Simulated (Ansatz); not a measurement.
Molecular dynamics, with input and output: Mg₁₃O₁₂ (part 2 of 2)

The same run, continued: Mg₁₃O₁₂ (slab, 25 atoms in the cell); DFT PBE, scalar-relativistic, plane waves, PAW, PAW set soft_1, no spin polarisation (Ansatz 0.2.0); cutoff 420 eV, 2×2×1 k-mesh, Fermi–Dirac smearing of 0.05 eV. The structure derives from an entry of the Crystallography Open Database. The input holds or restrains some coordinates. It belongs to a series of runs on one base structure; here: dynamics from the last frame of the run before.

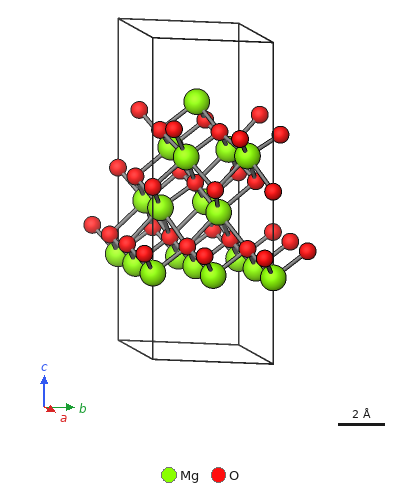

*The geometry at step 95 of the log (ball-and-stick view of the cell of the calculation, with the vacuum cut short, seen slightly off an axis; bonded neighbours outside the cell are drawn too).*

**Output, continued**
```
md step    68: t =   102.00 fs  T =  1174.3 K  F+E_penalty+E_count = -31832.27678338 eV  E_kin = 2.580340 eV  (8 SCF iters)
md step    69: t =   103.50 fs  T =  1082.3 K  F+E_penalty+E_count = -31832.20204424 eV  E_kin = 2.378295 eV  (9 SCF iters)
md step    70: t =   105.00 fs  T =   968.1 K  F+E_penalty+E_count = -31832.14563704 eV  E_kin = 2.127280 eV  (12 SCF iters)
md step    71: t =   106.50 fs  T =   955.2 K  F+E_penalty+E_count = -31832.11861120 eV  E_kin = 2.098950 eV  (7 SCF iters)
md step    72: t =   108.00 fs  T =   903.0 K  F+E_penalty+E_count = -31832.10001936 eV  E_kin = 1.984231 eV  (9 SCF iters)
md step    73: t =   109.50 fs  T =   886.3 K  F+E_penalty+E_count = -31832.09018843 eV  E_kin = 1.947659 eV  (9 SCF iters)
md step    74: t =   111.00 fs  T =   749.8 K  F+E_penalty+E_count = -31832.11695278 eV  E_kin = 1.647602 eV  (9 SCF iters)
md step    75: t =   112.50 fs  T =   731.2 K  F+E_penalty+E_count = -31832.16596186 eV  E_kin = 1.606834 eV  (9 SCF iters)
md step    76: t =   114.00 fs  T =   798.3 K  F+E_penalty+E_count = -31832.21237237 eV  E_kin = 1.754216 eV  (9 SCF iters)
md step    77: t =   115.50 fs  T =   850.7 K  F+E_penalty+E_count = -31832.27107431 eV  E_kin = 1.869363 eV  (10 SCF iters)
md step    78: t =   117.00 fs  T =   857.6 K  F+E_penalty+E_count = -31832.33516038 eV  E_kin = 1.884502 eV  (10 SCF iters)
md step    79: t =   118.50 fs  T =   860.3 K  F+E_penalty+E_count = -31832.38633601 eV  E_kin = 1.890450 eV  (11 SCF iters)
md step    80: t =   120.00 fs  T =   857.1 K  F+E_penalty+E_count = -31832.41576093 eV  E_kin = 1.883320 eV  (14 SCF iters)
md step    81: t =   121.50 fs  T =   898.9 K  F+E_penalty+E_count = -31832.42743507 eV  E_kin = 1.975337 eV  (9 SCF iters)
md step    82: t =   123.00 fs  T =   848.6 K  F+E_penalty+E_count = -31832.44925071 eV  E_kin = 1.864665 eV  (11 SCF iters)
md step    83: t =   124.50 fs  T =   795.6 K  F+E_penalty+E_count = -31832.50855168 eV  E_kin = 1.748339 eV  (11 SCF iters)
md step    84: t =   126.00 fs  T =   882.0 K  F+E_penalty+E_count = -31832.59836138 eV  E_kin = 1.938198 eV  (10 SCF iters)
md step    85: t =   127.50 fs  T =  1018.3 K  F+E_penalty+E_count = -31832.69455887 eV  E_kin = 2.237683 eV  (11 SCF iters)
md step    86: t =   129.00 fs  T =  1178.8 K  F+E_penalty+E_count = -31832.76171767 eV  E_kin = 2.590326 eV  (11 SCF iters)
md step    87: t =   130.50 fs  T =  1190.8 K  F+E_penalty+E_count = -31832.75964768 eV  E_kin = 2.616654 eV  (12 SCF iters)
md step    88: t =   132.00 fs  T =  1107.8 K  F+E_penalty+E_count = -31832.68756408 eV  E_kin = 2.434242 eV  (11 SCF iters)
md step    89: t =   133.50 fs  T =  1072.0 K  F+E_penalty+E_count = -31832.57451608 eV  E_kin = 2.355645 eV  (9 SCF iters)
md step    90: t =   135.00 fs  T =  1012.9 K  F+E_penalty+E_count = -31832.44957489 eV  E_kin = 2.225699 eV  (15 SCF iters)
md step    91: t =   136.50 fs  T =   923.2 K  F+E_penalty+E_count = -31832.33771731 eV  E_kin = 2.028627 eV  (12 SCF iters)
md step    92: t =   138.00 fs  T =   994.2 K  F+E_penalty+E_count = -31832.25785403 eV  E_kin = 2.184567 eV  (10 SCF iters)
md step    93: t =   139.50 fs  T =   881.7 K  F+E_penalty+E_count = -31832.19246450 eV  E_kin = 1.937477 eV  (12 SCF iters)
md step    94: t =   141.00 fs  T =   923.2 K  F+E_penalty+E_count = -31832.14514913 eV  E_kin = 2.028604 eV  (13 SCF iters)
md step    95: t =   142.50 fs  T =   894.0 K  F+E_penalty+E_count = -31832.13801304 eV  E_kin = 1.964461 eV  (12 SCF iters)
md step    96: t =   144.00 fs  T =   899.1 K  F+E_penalty+E_count = -31832.15648304 eV  E_kin = 1.975707 eV  (10 SCF iters)
md step    97: t =   145.50 fs  T =   819.7 K  F+E_penalty+E_count = -31832.17815881 eV  E_kin = 1.801182 eV  (13 SCF iters)
md step    98: t =   147.00 fs  T =   916.5 K  F+E_penalty+E_count = -31832.21577627 eV  E_kin = 2.013841 eV  (13 SCF iters)
md step    99: t =   148.50 fs  T =   900.6 K  F+E_penalty+E_count = -31832.25887893 eV  E_kin = 1.979050 eV  (13 SCF iters)
md step   100: t =   150.00 fs  T =   847.1 K  F+E_penalty+E_count = -31832.29022181 eV  E_kin = 1.861421 eV  (16 SCF iters)
md step   101: t =   151.50 fs  T =   803.4 K  F+E_penalty+E_count = -31832.30137957 eV  E_kin = 1.765364 eV  (10 SCF iters)
md step   102: t =   153.00 fs  T =   774.2 K  F+E_penalty+E_count = -31832.28879911 eV  E_kin = 1.701143 eV  (12 SCF iters)
md step   103: t =   154.50 fs  T =   769.5 K  F+E_penalty+E_count = -31832.26446294 eV  E_kin = 1.690843 eV  (13 SCF iters)
md step   104: t =   156.00 fs  T =   778.6 K  F+E_penalty+E_count = -31832.23831025 eV  E_kin = 1.710929 eV  (13 SCF iters)
md step   105: t =   157.50 fs  T =   826.8 K  F+E_penalty+E_count = -31832.20860946 eV  E_kin = 1.816889 eV  (12 SCF iters)
md step   106: t =   159.00 fs  T =   858.5 K  F+E_penalty+E_count = -31832.16951858 eV  E_kin = 1.886535 eV  (12 SCF iters)
md step   107: t =   160.50 fs  T =   857.9 K  F+E_penalty+E_count = -31832.12854464 eV  E_kin = 1.885160 eV  (11 SCF iters)
md step   108: t =   162.00 fs  T =   883.6 K  F+E_penalty+E_count = -31832.11961541 eV  E_kin = 1.941630 eV  (11 SCF iters)
md step   109: t =   163.50 fs  T =   939.1 K  F+E_penalty+E_count = -31832.14965069 eV  E_kin = 2.063581 eV  (10 SCF iters)
md step   110: t =   165.00 fs  T =   917.3 K  F+E_penalty+E_count = -31832.22135849 eV  E_kin = 2.015651 eV  (13 SCF iters)
md step   111: t =   166.50 fs  T =  1002.3 K  F+E_penalty+E_count = -31832.33266602 eV  E_kin = 2.202505 eV  (11 SCF iters)
md step   112: t =   168.00 fs  T =  1021.6 K  F+E_penalty+E_count = -31832.44916721 eV  E_kin = 2.244893 eV  (10 SCF iters)
md step   113: t =   169.50 fs  T =  1039.8 K  F+E_penalty+E_count = -31832.56366049 eV  E_kin = 2.284849 eV  (11 SCF iters)
md step   114: t =   171.00 fs  T =  1131.8 K  F+E_penalty+E_count = -31832.66096761 eV  E_kin = 2.487137 eV  (11 SCF iters)
md step   115: t =   172.50 fs  T =  1187.8 K  F+E_penalty+E_count = -31832.70486211 eV  E_kin = 2.610153 eV  (10 SCF iters)
md step   116: t =   174.00 fs  T =  1235.1 K  F+E_penalty+E_count = -31832.69804822 eV  E_kin = 2.713953 eV  (9 SCF iters)
md step   117: t =   175.50 fs  T =  1132.4 K  F+E_penalty+E_count = -31832.66185183 eV  E_kin = 2.488370 eV  (10 SCF iters)
automatic band count: iteration 1 solves 117 bands in place of 126: the levels show a gap, and the empty bands left out lie too high to hold charge; the band table lists the bands solved (type scf.n_extra_bands for more)
preconditioner: auto → LDOS  [insulator: Δε(μ)=0.158 eV  Ē_g=12.188 eV  σ=0.050 eV  W_gap=0.54  n_scr=96 (ndim 8)  ℏωp=17.3 eV  f_vac=0.44
[...]
SCF iter   8: F=—  HF=-31832.852020 eV  |F-HF|=—  |Δ(HF+E_count)|=   2.54e-4  Δρ=7.03e-5  dr2=2.28e-5  ethr=3.69e-8  ⟨swp⟩=2.0  Hψ=696  notcnv=0  defer=12
SCF iter   9: F=—  HF=-31832.852223 eV  |F-HF|=—  |Δ(HF+E_count)|=   2.03e-4  Δρ=3.73e-5  dr2=6.30e-6  ethr=1.13e-8  ⟨swp⟩=2.5  Hψ=656  notcnv=0  defer=12
SCF iter  10: F=—  HF=-31832.852228 eV  |F-HF|=—  |Δ(HF+E_count)|=   4.91e-6  Δρ=2.05e-5  dr2=1.93e-6  ethr=3.12e-9  ⟨swp⟩=2.0  Hψ=671  notcnv=0  defer=12
SCF iter  11: F=—  HF=-31832.852228 eV  |F-HF|=—  |Δ(HF+E_count)|=   5.82e-7  Δρ=9.57e-6  dr2=4.46e-7  ethr=9.53e-10  ⟨swp⟩=3.0  Hψ=689  notcnv=0  defer=12
SCF iter  12: F=—  HF=-31832.852228 eV  |F-HF|=—  |Δ(HF+E_count)|=   5.10e-8  Δρ=4.17e-6  dr2=7.42e-8  ethr=2.21e-10  ⟨swp⟩=2.0  Hψ=645  notcnv=0  defer=12
SCF iter  13: F=-31832.852228 eV  HF=-31832.852228 eV  |F-HF|=1.93e-8  |Δ(HF+E_count)|=   6.62e-9  Δρ=1.32e-6  dr2=6.11e-9  ethr=1.24e-11  ⟨swp⟩=5.0  Hψ=1615  notcnv=0
SCF 181 converged in 13 iterations: F = -31832.852228 eV  dr2 = 6.11e-9
md step   180: t =   270.00 fs  T =   888.1 K  F+E_penalty+E_count = -31832.85222841 eV  E_kin = 1.951492 eV  (13 SCF iters)
```

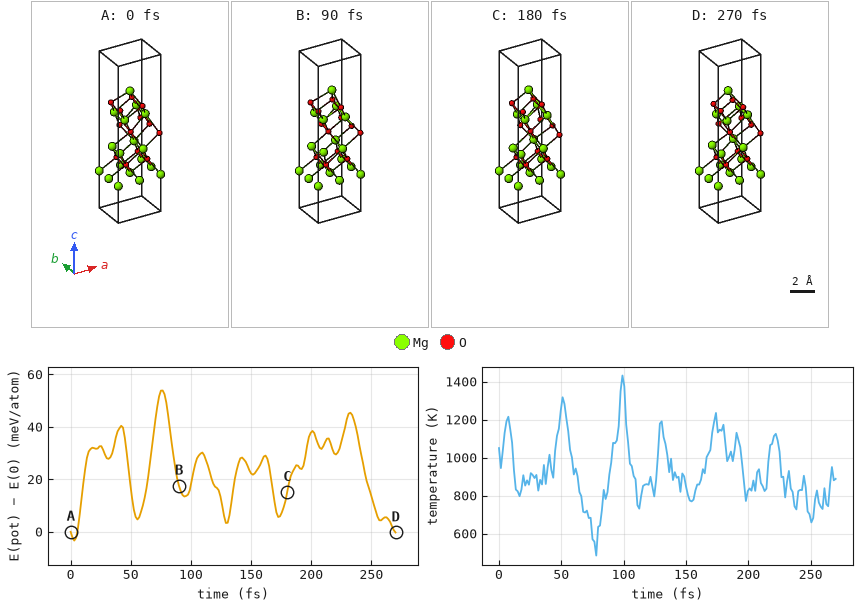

*Frames of the molecular dynamics (ball-and-stick, simulation cell, with the vacuum cut short, seen slightly off an axis) above the curves, on which the letters mark them.*

The trajectory kept here has 181 frames over 270 fs. The temperature starts at 1050 K, ranges from 484 to 1432 K and averages 910 K over the second half. The potential energy ends 0.3 meV/atom below its first value. With the common drift removed, the root-mean-square displacement is 0.23 Å, and O22 has moved furthest (0.48 Å).

```
SCF converged after 13 iterations
Free energy (F): -31832.852228 eV
Harris-Foulkes:  -31832.852228 eV  (|F-HF|=1.93e-8)
Internal energy: -31832.783268 eV  (E = F + TS)
E sigma→0 (E₀):  -31832.817748 eV
Entropy (-TS):   -0.068960 eV (-2.758 meV/atom)
Fermi energy:    3.032392 eV
--- Per-component energies (eV) ---
  E_band       = -5191.481356
  E_kinetic    = 3027.159378
  E_local      = -146100.495585  (includes V_loc(G=0)·N_el)
  E_nonlocal   = 3165.634689
  E_hartree    = 68679.329303
  E_xc         = -1240.946834
  E_vxc        = -1590.677780  (∫ρ·V_xc dr)
  E_paw        = -5852.986110  (= ΣΔE_a)
  E_vpaw       = -1051.767950  (= ΣTr[D̂ρ^β])
  E_aug_tail   = 0.006720  (compensation charges beyond the density's cutoff)
  E_ewald      = 46489.515171
  E_smearing   = -0.068960  (= −TS)
  E_closure    = -0.000000  (closes the sum)
  Σ components = -31832.852228   (vs F -31832.852228, Δ=0.00e0)
--- Forces (eV/Å), atoms counted from 1 ---
  atom   1  Mg    -0.00267535    -0.11124569    -1.49879237
  atom   2  O     -0.08971488     0.18776204     1.61954528
  atom   3  Mg     0.04967499     0.08239543    -1.32204899
  atom   4  O     -0.08817210     0.16969419     1.39408690
  atom   5  Mg    -0.00309413    -0.01815896    -1.23878005
  atom   6  O      0.00448027     0.06726911     1.79664246
  atom   7  Mg    -0.04896017     0.08763992    -1.31136433
  atom   8  O      0.08866373     0.15510262     1.68420811
  atom   9  Mg     1.08485267     1.00623479    -1.49683628
  atom  10  O     -1.21619963    -0.54534230    -0.23875654
  atom  11  Mg    -1.70825713    -0.60591102    -0.35820346
  atom  12  O      1.15838824     1.52378070     0.22787918
  atom  13  Mg    -0.06825076    -1.10844842    -1.79781977
  atom  14  O     -0.33097653    -0.40150800     1.21214351
  atom  15  Mg     1.07388570    -0.10985944    -0.26053009
  atom  16  O      0.32331070    -1.92784374    -0.78828177
  atom  17  Mg     0.26790768     1.11584714     1.04001504
  atom  18  O      0.71692912     0.32552196     1.13314790
  atom  19  Mg     0.06037639     0.69724271     0.30522616
  atom  20  O      0.65841432    -0.10514851     0.04964683
  atom  21  Mg    -1.54154585    -0.21355661     0.12243163
  atom  22  O      0.78745198    -0.81468906    -0.71911236
  atom  23  Mg    -1.55737268     1.27090622     1.30000958
  atom  24  O     -0.20160436     0.76860329    -1.13695114
  atom  25  Mg     0.58249059    -1.49629977     0.28253507
  max |Σ_I F_I| component: 4.05e-5 eV/Å
--- MD trajectory: 180 steps, t = 0.0 → 270.0 fs ---
  final state: T = 888.1 K   F+E_penalty+E_count = -31832.85222841 eV   E_kin = 1.951492 eV
```

**Trajectory as extended XYZ (Å, eV, eV/Å), 4 of the 181 frames kept, from step=0 to step=180**
```
25
Lattice="5.4461 0.0000 0.0000 2.7231 4.7165 0.0000 0.0000 0.0000 17.5584" Properties=species:S:1:pos:R:3:forces:R:3 step=0 time_fs=0.0 energy=-31832.84553 temperature=1050.0
Mg    0.0000    0.0000    1.0000    0.0950   0.0285  -1.7291
O     4.0846    3.9304    2.1117   -0.2403   0.0782   1.1667
Mg    1.3615    2.3582    1.0000    0.0916  -0.0796  -1.7170
O     2.7231    1.5722    2.1117   -0.4572   0.1631   1.3720
Mg    2.7231    0.0000    1.0000   -0.2088   0.0430  -1.6511
O     6.8077    3.9304    2.1117   -0.1456  -0.3528   1.3197
Mg    4.0846    2.3582    1.0000   -0.0607  -0.0185  -1.6733
O     5.4461    1.5722    2.1117   -0.2737  -0.0433   1.2887
Mg    5.3970    3.0749    3.4583   -0.6217   0.7730   1.3597
O     1.2866    2.4836    4.8368    0.5533  -0.7369  -1.7461
Mg    3.9136    0.6613    3.4595   -0.0344   0.9078   1.7775
O     5.3005    0.0172    4.7289    0.2823  -0.1079  -0.2807
Mg    2.7308    3.2013    3.4643   -0.1277  -0.8124   1.5863
O     4.0416    2.2360    4.6755   -0.4620   1.1203  -0.9292
Mg    1.1564    0.8762    3.5615    1.5881  -0.7139   1.0218
O     2.4714   -0.1047    4.6579    1.2797   1.3859  -0.4367
Mg    2.7608    1.7613    6.0615   -0.7043  -0.6117  -0.6723
O     4.0909    0.9018    7.2250   -0.1400   0.0395  -0.1571
Mg    3.9939    4.1236    6.1250    0.0947   0.6384   0.1306
O     5.3950    3.3251    7.3424   -1.3193  -0.6743   0.3996
Mg    5.4025    1.7670    6.1251    0.5843  -1.0869  -0.6797
O     1.4689    1.1187    7.2825   -0.9987  -0.9507   0.4250
Mg    6.6970    3.9990    6.2553    1.2089   0.7844  -0.7185
O     2.7196    3.3432    7.3803    0.2765  -0.6252  -0.3612
Mg    4.0798    2.3590    8.3170   -0.2602   0.8521   0.9044
25
Lattice="5.4461 0.0000 0.0000 2.7231 4.7165 0.0000 0.0000 0.0000 17.5584" Properties=species:S:1:pos:R:3:forces:R:3 step=60 time_fs=90.0 energy=-31832.40646 temperature=974.0
Mg    0.0000    0.0000    1.0000    0.1961  -0.1192  -1.5426
O     4.0846    3.9304    2.1117   -0.0931  -0.0897   1.5914
Mg    1.3615    2.3582    1.0000    0.0751  -0.1128  -1.6280
O     2.7231    1.5722    2.1117   -0.2500   0.1890   1.3974
Mg    2.7231    0.0000    1.0000   -0.1574  -0.0376  -1.3736
O     6.8077    3.9304    2.1117   -0.0007  -0.0792   1.4181
Mg    4.0846    2.3582    1.0000   -0.1100   0.2794  -1.6981
O     5.4461    1.5722    2.1117    0.4451   0.0207   1.4886
Mg    5.5224    3.0299    3.5189   -1.5047   2.6179  -0.4732
O     1.3162    2.2569    4.6781    0.3997   0.3349   0.6265
Mg    4.1363    0.9225    3.3866   -1.1477  -1.4233   1.2568
O     5.3624   -0.0285    4.7369    0.9615   0.6745  -0.8675
Mg    2.5583    3.1206    3.5267    1.8863   0.5337  -0.3704
O     4.0245    2.4973    4.6801    0.0141  -0.2536  -0.8531
Mg    1.3916    0.6514    3.6554    0.4524  -0.4756  -1.3792
O     2.9182    0.0455    4.6275   -2.0023  -0.4969   0.1135
Mg    2.6404    1.8175    6.1272   -0.8615  -1.5166   0.1255
O     3.9949    0.9814    7.0997   -0.2765  -0.0687   1.0508
Mg    3.9945    4.0828    6.0802    0.9169   0.0404   0.5127
O     5.4089    3.2877    7.1154   -0.3793  -0.3843   0.0419
Mg    5.3155    1.6698    5.8729    0.4930   0.2298   1.2921
O     0.9674    0.8631    7.3572    1.2908   0.5736  -0.5361
Mg    6.7977    4.0786    6.1334   -0.7989   0.0424   0.6602
O     2.6413    3.3066    7.3906    1.0820  -0.6219   0.0899
Mg    4.3467    2.3682    8.3377   -0.6307   0.1430  -0.9437
25
Lattice="5.4461 0.0000 0.0000 2.7231 4.7165 0.0000 0.0000 0.0000 17.5584" Properties=species:S:1:pos:R:3:forces:R:3 step=120 time_fs=180.0 energy=-31832.46742 temperature=1172.8
Mg    0.0000    0.0000    1.0000    0.0708   0.0870  -1.6627
O     4.0846    3.9304    2.1117   -0.1016  -0.1201   1.1300
Mg    1.3615    2.3582    1.0000   -0.2198  -0.1081  -1.9344
O     2.7231    1.5722    2.1117   -0.2397  -0.5916   0.7947
Mg    2.7231    0.0000    1.0000   -0.1600  -0.0442  -1.7353
O     6.8077    3.9304    2.1117   -0.2276  -0.2450   0.8824
Mg    4.0846    2.3582    1.0000    0.2285   0.0218  -1.5283
O     5.4461    1.5722    2.1117   -0.2486   0.2557   1.0415
Mg    5.5330    3.2480    3.5348   -1.6595  -3.6651  -0.3079
O     1.3633    2.1913    4.7139   -0.6750   1.8949   0.0929
Mg    3.9712    0.6891    3.4795    0.4010   2.1551   0.3088
O     5.2117   -0.0666    4.5930    2.2090  -1.1275   1.1278
Mg    2.6389    3.0193    3.3608    1.5496   1.2735   2.7922
O     4.0630    2.2617    4.7278   -0.4100   0.9319  -0.8894
Mg    1.2288    0.8081    3.4740   -0.1431  -1.7123   0.6189
O     2.6116   -0.0700    4.5929   -0.1406   1.6368   1.6830
Mg    2.6906    1.6701    6.1470   -0.9849  -0.7768  -0.7743
O     3.9355    0.8418    7.3961    0.4434  -0.3959  -0.3919
Mg    4.1425    3.8948    5.9497   -1.7061   0.5358  -0.1117
O     5.3477    3.1132    7.2356   -0.3418  -1.1367   0.4694
Mg    5.2954    1.4418    6.0568    1.5246   0.1039   0.0915
O     1.3533    0.7010    7.2644   -0.4870   0.3034  -0.2512
Mg    6.6919    3.8910    6.3316    1.4337   0.8512  -0.6265
O     2.7383    3.2476    7.3169   -0.3442  -0.0204  -0.4919
Mg    4.0299    2.4609    8.4073    0.2287  -0.1074  -0.3276
25
Lattice="5.4461 0.0000 0.0000 2.7231 4.7165 0.0000 0.0000 0.0000 17.5584" Properties=species:S:1:pos:R:3:forces:R:3 step=180 time_fs=270.0 energy=-31832.85223 temperature=888.1
Mg    0.0000    0.0000    1.0000   -0.0027  -0.1112  -1.4988
O     4.0846    3.9304    2.1117   -0.0897   0.1878   1.6195
Mg    1.3615    2.3582    1.0000    0.0497   0.0824  -1.3220
O     2.7231    1.5722    2.1117   -0.0882   0.1697   1.3941
Mg    2.7231    0.0000    1.0000   -0.0031  -0.0182  -1.2388
O     6.8077    3.9304    2.1117    0.0045   0.0673   1.7966
Mg    4.0846    2.3582    1.0000   -0.0490   0.0876  -1.3114
O     5.4461    1.5722    2.1117    0.0887   0.1551   1.6842
Mg    5.4363    3.2111    3.6248    1.0849   1.0062  -1.4968
O     1.4272    2.4063    4.7314   -1.2162  -0.5453  -0.2388
Mg    4.1422    0.8564    3.5042   -1.7083  -0.6059  -0.3582
O     5.3622   -0.0420    4.6991    1.1584   1.5238   0.2279
Mg    2.7266    3.1995    3.5724   -0.0683  -1.1084  -1.7978
O     4.1197    2.4041    4.6033   -0.3310  -0.4015   1.2121
Mg    1.2857    0.8409    3.4987    1.0739  -0.1099  -0.2605
O     2.6552    0.1528    4.6740    0.3233  -1.9278  -0.7883
Mg    2.6509    1.3922    6.0830    0.2679   1.1158   1.0400
O     4.1025    0.8264    7.1288    0.7169   0.3255   1.1331
Mg    4.0096    3.8730    5.9907    0.0604   0.6972   0.3052
O     5.3896    3.2436    7.0877    0.6584  -0.1051   0.0496
Mg    5.5376    1.6220    6.0305   -1.5415  -0.2136   0.1224
O     1.1550    0.7677    7.3799    0.7875  -0.8147  -0.7191
Mg    6.9352    3.8544    6.1166   -1.5574   1.2709   1.3000
O     2.6470    2.9629    7.3246   -0.2016   0.7686  -1.1370
Mg    4.1407    2.6246    8.2828    0.5825  -1.4963   0.2825
```
